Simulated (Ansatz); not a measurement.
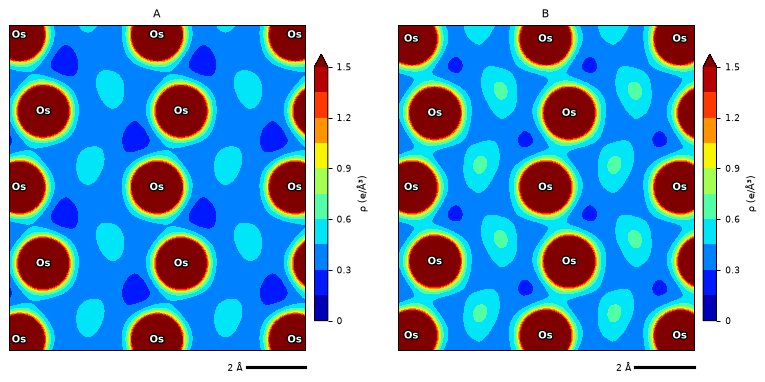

Os. The valence charge density (pseudo) of two cells that differ in size, on the (100) plane of each (indices in the axes of the calculation cell), at one length scale and on one colour scale: A has 15.5 Å³ an atom and B 14.4.

These are results of Kohn-Sham DFT of a periodic cell, PBE, Ansatz PAW (Ansatz), not measurements.

In a PAW calculation such maps are meaningful between the atoms, not at the nuclei.

The larger cell:

```
Os
1.0
     5.20592    0.00000    0.00000
     0.00000    4.73559    0.00000
    -1.41012    0.00000    5.04160
Os
8
Direct
  0.86208 0.15804 0.13870
  0.13792 0.65804 0.36130
  0.13792 0.84196 0.86130
  0.86208 0.34196 0.63870
  0.39333 0.16179 0.29600
  0.60667 0.66179 0.20400
  0.60667 0.83821 0.70400
  0.39333 0.33821 0.79600
```

The smaller cell: a = 5.072 Å, b = 4.613 Å, c = 5.100 Å, α = 90.00°, β = 105.63°, γ = 90.00°.

What changes from the larger cell to the smaller?

Answer. From the larger cell to the smaller, Os–Os goes from 2.75 to 2.68 Å, and the density at its midpoint from 0.44 to 0.5 e/Å³; the pressure goes from −16 to 12 GPa.
